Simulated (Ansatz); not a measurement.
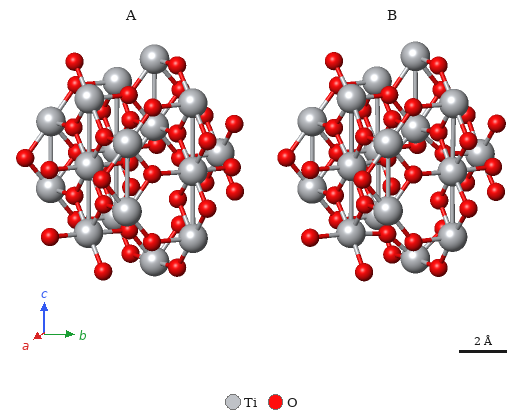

Two geometries of a defect cell of composition Ti23O48, drawn at one scale. One is the start of a relaxation, the other its converged end. Style: ball-and-stick. Shown: the atoms within 5.0 Å of the atom that moves most (axes of the cell of the calculation (origin shifted)), slightly off an axis.

Theory: DFT, PBEsol, PAW, plane waves (Ansatz). (plane-wave cutoff 420 eV; k-point mesh 1 × 1 × 1; mesh shifted by (0.25, 0.25, 0.25); no spin polarisation; atoms relaxed in a fixed cell; force threshold 0.03 eV/Å; at most 80 steps)

### Which one is relaxed?

Structure B is the relaxed one. An O atom moves most: 0.24 Å along [1 −1 2]. By element the largest moves are O 0.24 Å, Ti 0.13 Å. The lattice vectors keep their values. Near-neighbour distances that change, for instance: Ti–Ti 2.911 → 3.146 Å, O–Ti 2.022 → 1.805 Å, O–Ti 1.996 → 1.807 Å, O–Ti 2.006 → 1.819 Å. Bond angles that change, for instance: Ti–O–Ti 128.8° → 145.4°, Ti–O–Ti 129.6° → 144.8°, Ti–O–Ti 131.6° → 145.3°. Over 6 geometry steps the energy falls by 2.961 eV per cell of the calculation. The largest force component goes from 3 to 0.025 eV/Å. The run took 6.9 s on 1 × NVIDIA GB200 with 8 threads of Arm Neoverse-V2, peak memory 1.8 GiB.
